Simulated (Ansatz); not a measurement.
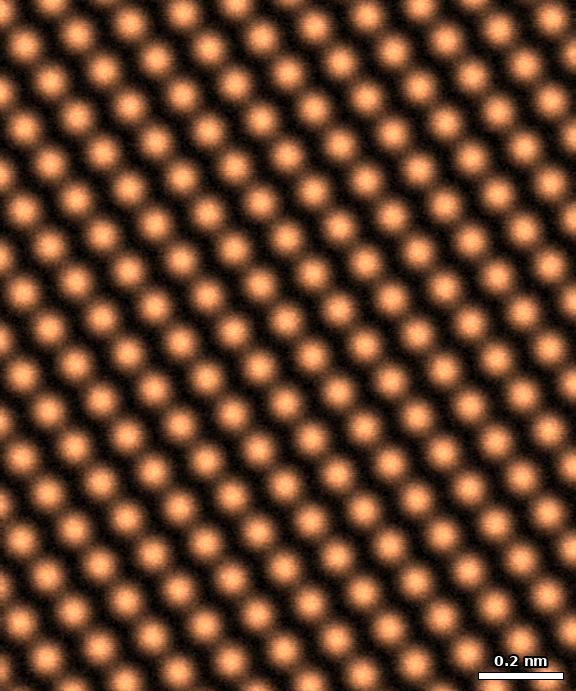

Integrated-DPC-like image of Co (Fd-3m, No. 227) along [210]. Simulated as the projected potential of neutral atoms (B = 0.8 Å²) blurred by a 0.50 Å probe, the thin-sample limit of integrated differential phase contrast. Shot noise and a slight drift were added. Atomic positions: the input geometry of a calculation; the starting structure was generated, so it need not be a known form of this composition.

### Interpret the image.

The columns repeat on a centred rectangular net of 1.07 × 2.39 Å (plane group c2mm). All columns are alike (Co). The shortest distance between visible columns is 1.07 Å in projection. Along the beam the structure repeats every 10.71 Å.
